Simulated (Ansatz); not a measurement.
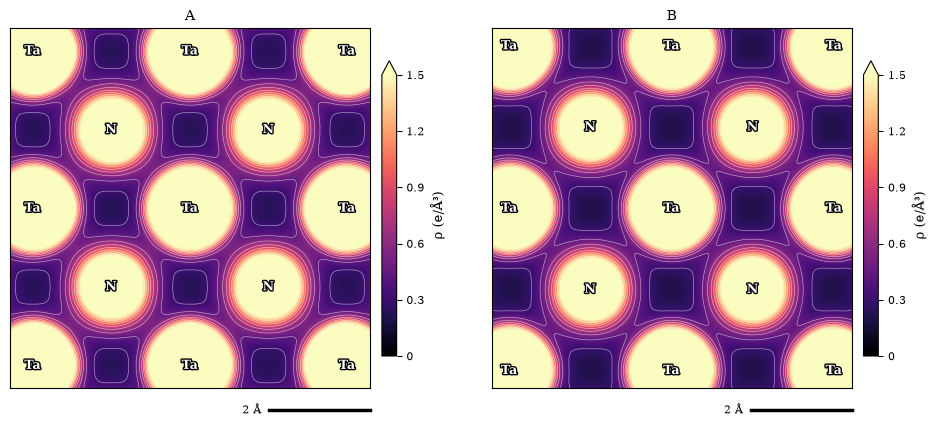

TaN. The valence pseudo-density of two cells that differ in size, on the (101) plane of each (indices in the axes of the calculation cell), at one length scale and on one colour scale; one has 10.6 and the other 11.7 Å³ an atom.

Level of theory: DFT r2SCAN, scalar-relativistic, plane waves, PAW (Ansatz 0.2.0).

The density is the valence pseudo-density of a PAW calculation; it isn't the true density close to the nuclei.

**Which is the denser cell? Describe the effect of the change.**

Panel A is the smaller cell, by 9 % in volume. From the larger cell to the smaller, Ta–N goes from 2.27 to 2.20 Å, and the density at its midpoint from 0.46 to 0.53 e/Å³; the pressure goes from −27 to 0.0 GPa.
